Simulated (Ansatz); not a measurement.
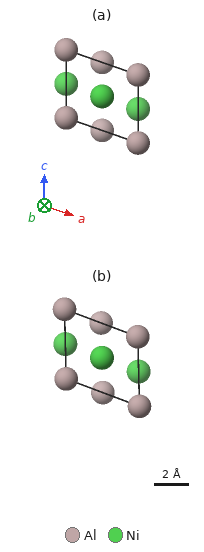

The structure of a crystal of AlNi (built on the database_12 type) before (top) and after (bottom) a relaxation, at one scale.

Style: spheres-only. Shown: the conventional cell (2 times the calculation's cell), along the b axis. Lengths and directions refer to the drawn axes.

Case: structure listed in a database for this formula (C2/m, No. 12).

All numbers below come from Ansatz 0.2.0, DFT PBE, scalar-relativistic, plane waves, PAW. Settings: plane-wave cutoff 420 eV; k-point mesh 24 × 24 × 14; occupations gaussian; smearing width 0.1 eV; no spin polarisation; cell and atoms relaxed; force threshold 0.01 eV/Å; at most 80 steps.

Q: What changed between the two?

A: Over 5 accepted moves (7 points after the start) the energy falls by 4.7 meV per atom. All forces vanish by symmetry, so only the cell relaxes. The pressure goes from 1.88 to 0.00 GPa. The SCF was repeated twice at an unchanged geometry on a basis and grid sized afresh for the cell, which shifted the energy by 0.1 meV per atom at most. The atoms keep their places relative to the cell (all moves are under 0.005 Å). The drawn cell changes as follows: a 4.601 → 4.728 Å (+2.8 %), b 2.789 → 2.732 Å (−2.1 %), c 4.111 → 4.209 Å (+2.4 %), β 109.3° → 112.0°; the volume changes by +1.2 %. Among the contacts that change: Al–Al 2.789 → 2.732 Å, Ni–Ni 2.789 → 2.732 Å, Al–Al 2.690 → 2.730 Å, Ni–Ni 2.690 → 2.730 Å. The space group (tolerance 0.01 Å) goes from C2/m (No. 12) to R-3m (No. 166). The run took about 12 core-minutes on a shared host.
